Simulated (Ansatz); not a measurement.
Input of the run:

```
crystal:
  lattice:
    - [0.0, 3.6383584479, 3.6383584479]
    - [3.6383584479, 0.0, 3.6383584479]
    - [3.6383584479, 3.6383584479, 0.0]
  atoms:
    - { symbol: Ba, position: [0.0, 0.0, 0.0] }
    - { symbol: Te, position: [0.5, 0.5, 0.5] }
kpoints:
  mp_grid: { grid: [4, 4, 4] }
  band_path:
    path:
      - [0.0, 0.0, 0.0]
      - [0.5, 0.0, 0.5]
      - [0.625, 0.25, 0.625]
      - [0.375, 0.375, 0.75]
      - [0.5, 0.5, 0.5]
      - [0.5, 0.25, 0.75]
      - [0.0, 0.5, 0.5]
    npoints: 1
hamiltonian:
  xc: hse06
scf:
  occupations: { method: fixed }
  n_extra_bands: 4
output:
  forces: true
  stress: true
  eigenvalues: true
  write_density: true
  write_potential: true
  elf: true
  volumetric_format: npy
```

Command:
```bash
ansatz run input.yaml --threads 4 --pin off --max-ram 4608MiB --backend cpu --events-out ev --progress --plain --runs-dir out
```

What does the calculation give for the electronic structure?

There is a gap; over the k points computed it is 2.50 eV (indirect; the smallest direct gap is 2.90 eV). The upper group of valence states starts about 2.0 eV under the valence-band top, with a gap beneath it; it holds about 6 electrons a cell. Within the window shown, the tallest peak of the filled states lies 0.8 eV under the valence-band top, at about 6 states per eV and cell.

Spin-orbit coupling is left out, which matters for Te.

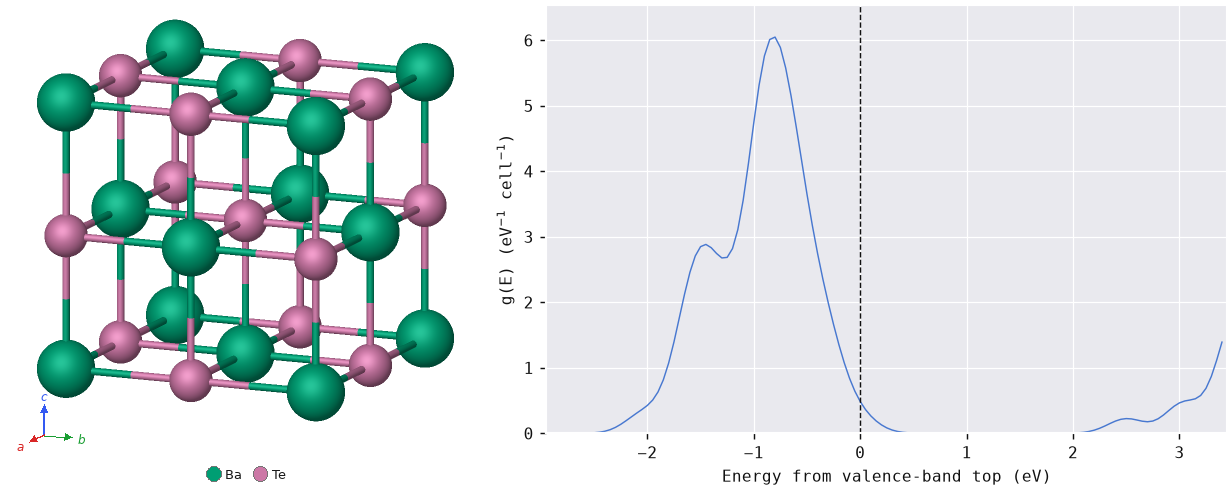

Density of states, beside the structure. Energies are counted from the top of the valence band. The curve is built from the levels of the k mesh with Gaussians 0.4 eV wide, which also blur the band edges.
